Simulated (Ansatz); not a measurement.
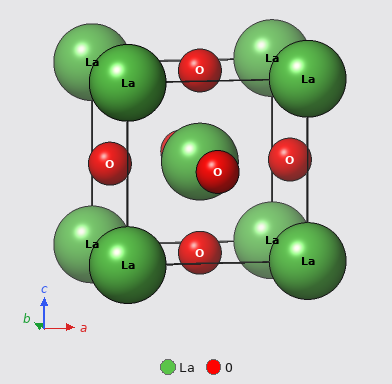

Drawn in the spheres-only manner and seen slightly off an axis. Lines trace the edges of the simulation cell.

The calculation's input:
```yaml
crystal:
  lattice:
    - [4.5800274998, 0.0, 0.0]
    - [0.0, 4.5800274998, 0.0]
    - [0.0, 0.0, 4.5800274998]
  atoms:
    - { symbol: La, position: [0.0, 0.0, 0.0] }
    - { symbol: La, position: [0.5, 0.5, 0.5] }
    - { symbol: O, position: [0.0, 0.5, 0.5] }
    - { symbol: O, position: [0.5, 0.0, 0.5] }
    - { symbol: O, position: [0.5, 0.5, 0.0] }
basis:
  ecutwfc: 420
kpoints:
  mp_grid: { grid: [8, 8, 8] }
  band_path:
    path:
      - [[0.0, 0.0, 0.0], [0.0, 0.5, 0.0], [0.5, 0.5, 0.0], [0.0, 0.0, 0.0], [0.5, 0.5, 0.5], [0.0, 0.5, 0.0]]
      - [[0.5, 0.5, 0.5], [0.5, 0.5, 0.0]]
    npoints: 14
hamiltonian:
  xc: pbe
scf:
  occupations: { method: gaussian, width: 0.02 }
  n_extra_bands: 12
output:
  forces: true
  stress: true
  eigenvalues: true
  populations: true
  dos: { projected: true, de: 0.02, nscf_kmesh: { grid: [12, 12, 12] } }
  bader: true
  write_density: true
  write_potential: true
  elf: true
  volumetric_format: npy
```
Run as:
```sh
ansatz run input.yaml --threads 1 --pin off --max-ram 2048MiB --backend cpu --events-out ev --progress --plain --runs-dir out
```

The numbers come from Ansatz, DFT PBE, scalar-relativistic, plane waves, PAW, using a 420 eV plane-wave basis, an 8×8×8 mesh of k-points, Gaussian smearing of 0.02 eV, no spin polarisation.

Question: What are the atomic charges by Bader's partition?

Answer: La +1.98 to +2.05 e; O -1.34 e. The transfer is large, as in an ionic solid.

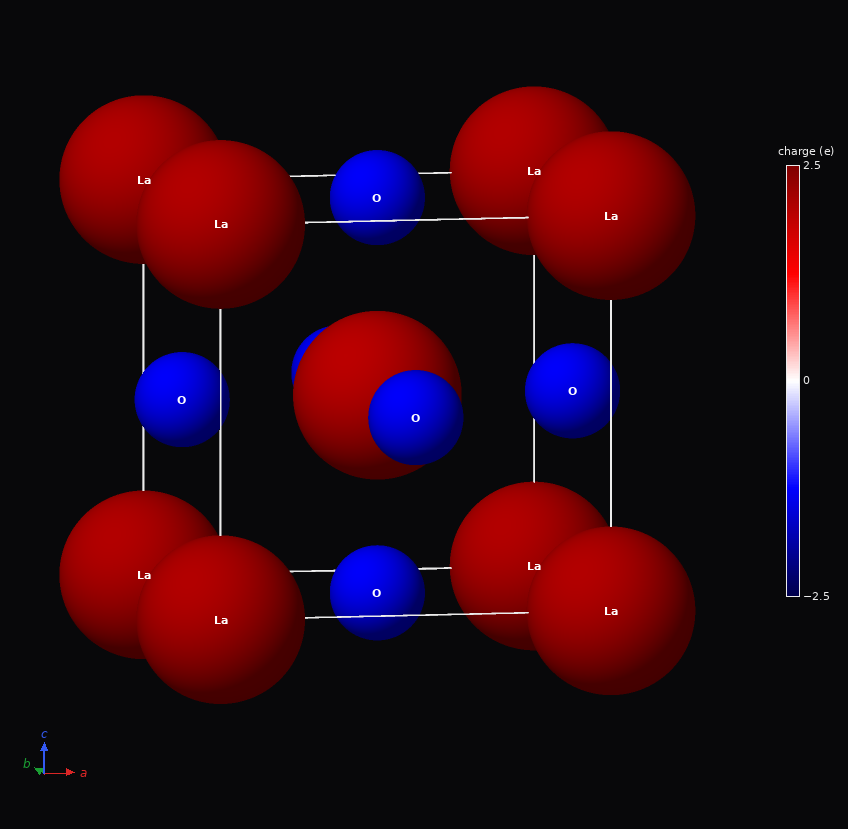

The atoms coloured by those charges.

Provenance: a random cell made by a generator, so it need not be a real form of the compound. Earlier steps of the study may have refined or changed the cell and positions. A calculation with Ansatz used it as input.
